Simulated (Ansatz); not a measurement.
Input file:

```
crystal:
  lattice:
    - [2.4067479197, 0.0, 0.0]
    - [0.0, 2.4067479197, 0.0]
    - [0.0, 0.0, 2.4067479197]
  atoms:
    - { symbol: Cu, position: [0.0, 0.0, 0.0] }
hamiltonian:
  xc: hse06
  pseudopotentials:
    kind: paw
    azcp:
      Cu: "pseudopotentials/Cu.paw.azcp"
basis:
  ecutwfc: 420
  fft_grid_basis: typed
kpoints:
  mp_grid: { grid: [7, 7, 7], shift: [0, 0, 0] }
magnetization:
  spin_polarized: false
scf:
  occupations: { method: fermi_dirac, width: 0.1 }
output:
  write_density: true
  write_potential: true
  elf: true
  volumetric_format: npy
```

Run with:

```sh
ansatz run input.yaml --threads 4 --pin off --max-ram 8192MiB --backend cpu --events-out ev --progress --plain --runs-dir out
```

Below, planes, directions and counts refer to the conventional cell (a = 2.41 Å, b = 2.41 Å, c = 2.41 Å, α = 90.00°, β = 90.00°, γ = 90.00°).

Space group Pm-3m; set up as Cu, simple cubic; a generated structure, not necessarily the stable one; computed without spin polarisation.

Level of theory: Ansatz, DFT, HSE06, plane waves (420 eV) with PAW, scalar-relativistic.

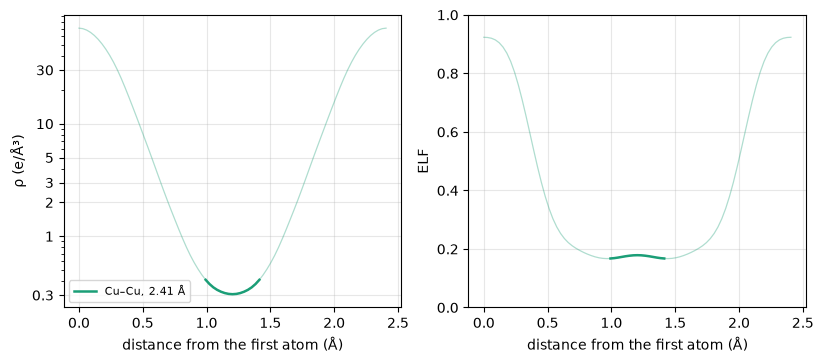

Cu. Valence electron density and electron localisation function along straight lines between neighbouring atoms. Thin, pale parts lie inside the atomic spheres.

In a PAW calculation such maps are meaningful between the atoms, not at the nuclei.

Question: What can be read from the curves?

Answer: Cu–Cu (2.41 Å): ρ is about 0.31 e/Å³ halfway; the ELF is about 0.20 at the midpoint; no shared electron pair shows on this line.
